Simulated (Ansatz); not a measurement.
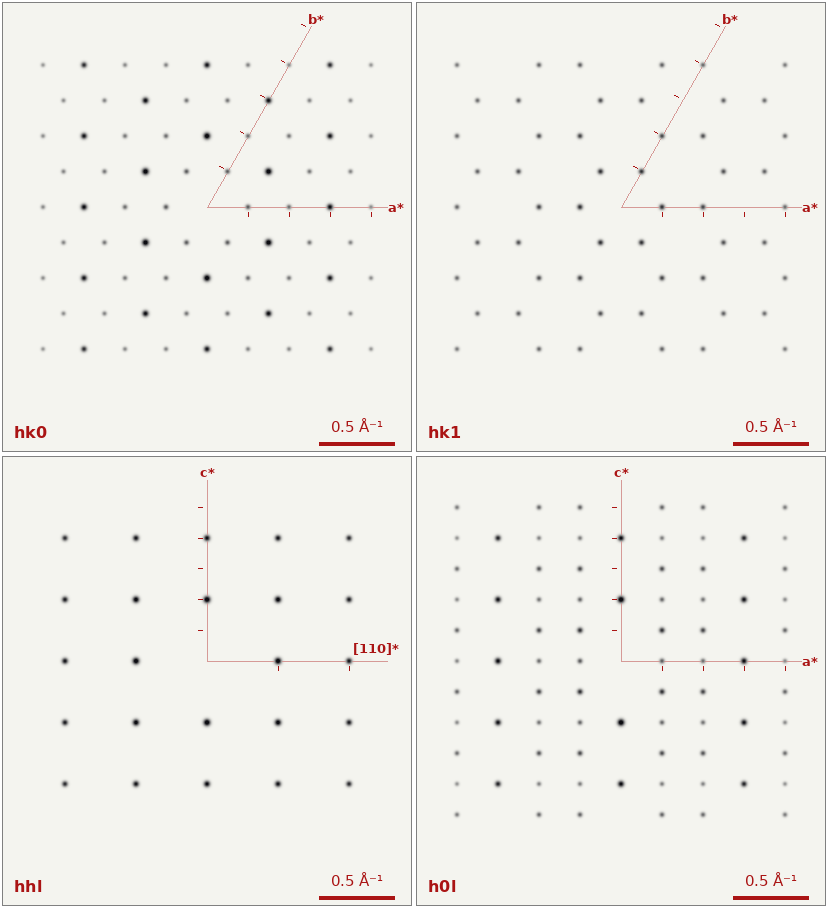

Four undistorted layers of reciprocal space, calculated for a single crystal (X-rays, kinematic |F|², B = 0.5 Å²). Tick marks count the reciprocal lattice steps of the conventional cell along each axis.

Read the reciprocal cell and give the direct cell.

a* = 0.274, b* = 0.274, c* = 0.205 Å⁻¹, γ* = 60°; the cell is hexagonal with a = 4.21 Å, c = 4.87 Å (hexagonal axes).

Which reflection conditions do the layers show?

Reflections are present only under these conditions. hkl: no condition; hk0: no condition; h0l: no condition; hhl: l = 2n; 00l: l = 2n. The lattice is primitive (P). Further gaps, such as 0 3 1, 3 0 1, 3 0 3, come from atoms on special positions, not from the group's general conditions.

Which space groups fit?

The intensities have Laue symmetry 6/mmm (the hk0 layer shows 6mm, hk1 shows 6mm). With these conditions the candidates are P6_3mc (No. 186), P-62c (No. 190), P6_3/mmc (No. 194). Diffraction geometry alone does not choose among them; the structure has P6_3/mmc. The compound is Mo. Structure: coordinates from a relaxation with Ansatz 0.2.0, DFT PBEsol, scalar-relativistic, plane waves, PAW; the starting structure was generated, so it need not be a known form of this composition.
